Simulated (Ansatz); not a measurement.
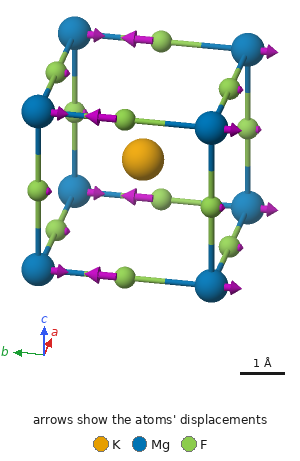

One vibrational mode of a crystal of KMgF3 (a generated structure) at the zone centre. The purple arrows are the displacements of the atoms (eigenvector over the root of the mass), of arbitrary overall length and sign. A ball-and-stick model of the cell of the calculation, seen from a free direction. Only the shorter bonds are drawn.

Method: Ansatz 0.2.0, DFT PBE, scalar-relativistic, plane waves, PAW.

Input
```yaml
crystal:
  lattice:
    - [4.0542200656, 0.0, 0.0]
    - [0.0, 4.0542200656, 0.0]
    - [0.0, 0.0, 4.0542200656]
  atoms:
    - { symbol: K, position: [0.5, 0.5, 0.5] }
    - { symbol: Mg, position: [0.0, 0.0, 0.0] }
    - { symbol: F, position: [0.0, 0.5, 0.0] }
    - { symbol: F, position: [0.5, 0.0, 0.0] }
    - { symbol: F, position: [0.0, 0.0, 0.5] }
basis:
  ecutwfc: 420
kpoints:
  mp_grid: { grid: [6, 6, 6] }
hamiltonian:
  xc: pbe
scf:
  occupations: { method: fixed }
output:
  eigenvalues: true
phonons:
  method: dfpt
  dielectric: true
  rigid_motions: translations
  eigenvectors: true
  qmesh: [2, 2, 2]
  temperatures: { t_max: 1000, t_step: 100 }
  qpath:
    path:
      - [[0.0, 0.0, 0.0], [0.0, 0.5, 0.0], [0.5, 0.5, 0.0], [0.0, 0.0, 0.0], [0.5, 0.5, 0.5], [0.0, 0.5, 0.0]]
      - [[0.5, 0.5, 0.5], [0.5, 0.5, 0.0]]
    npoints: 8
```

Run as
```bash
ansatz run input.yaml --threads 1 --pin off --max-ram 2560MiB --backend cpu --events-out ev --progress --plain --runs-dir out
```

Frequencies are those without the non-analytic (LO–TO) term.

Describe the mode and give its frequency.

This is the T₁u mode (triply degenerate; one member of the set is drawn) at 12.6 THz, the highest optical level, infrared-active by symmetry. The K atoms hardly move; all motion is along b; it stretches the shortest F–Mg bonds (2.03 Å); the kinetic energy is shared as F 74 %, Mg 26 %. Its infrared intensity is 11 (D/Å)²/amu for the set.
